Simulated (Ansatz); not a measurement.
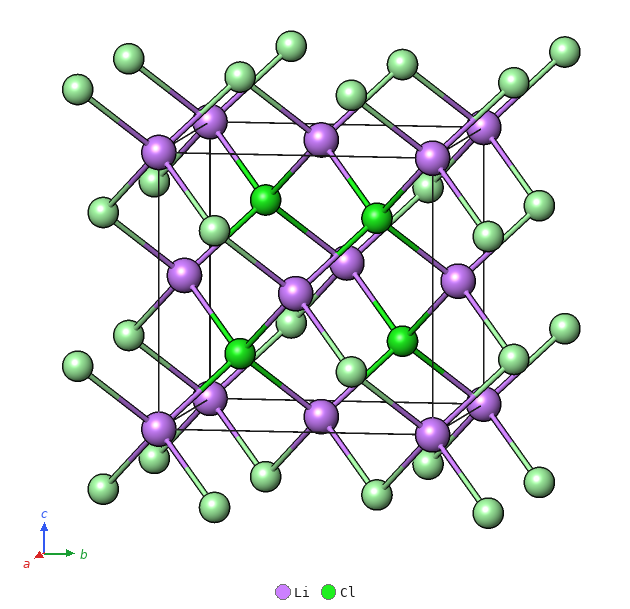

A ball-and-stick picture of a crystal structure, seen slightly off an axis. The edges of the conventional unit cell are marked. Neighbours across the faces are drawn wherever a bond reaches them, in fainter colours.

LiCl, zinc blende (sphalerite type), space group F-43m (No. 216), a = 5.686 Å, b = 5.686 Å, c = 5.686 Å, α = 90.00°, β = 90.00°, γ = 90.00°. The initial geometry was a structure type filled with these elements by a generator (whether the compound takes this form wasn't checked). The cell was then strained or its atoms displaced on purpose. A calculation with Ansatz used it as input.

This one geometry was computed with Ansatz (DFT, plane waves, PAW) at three levels of theory: PBE, HSE06 and r2SCAN. It was relaxed with r2SCAN and then strained.

**How does the band gap change with the level of theory?**

PBE: a gap of 5.66 eV, direct; r2SCAN: a gap of 6.30 eV, direct; HSE06: a gap of 6.97 eV, direct.

**Collect the results in a table.**

| level | cutoff (eV) | k-mesh of the run's cell | gap (eV) | pressure (GPa) |
| --- | --- | --- | --- | --- |
| PBE | 420 | 8×8×8 | 5.66 | -1.8 |
| HSE06 | 420 | 6×6×6 | 6.97 | -2.2 |
| r2SCAN | 500 | 8×8×8 | 6.30 | -2.4 |

Gaps are taken on the k-mesh or band path of each run.
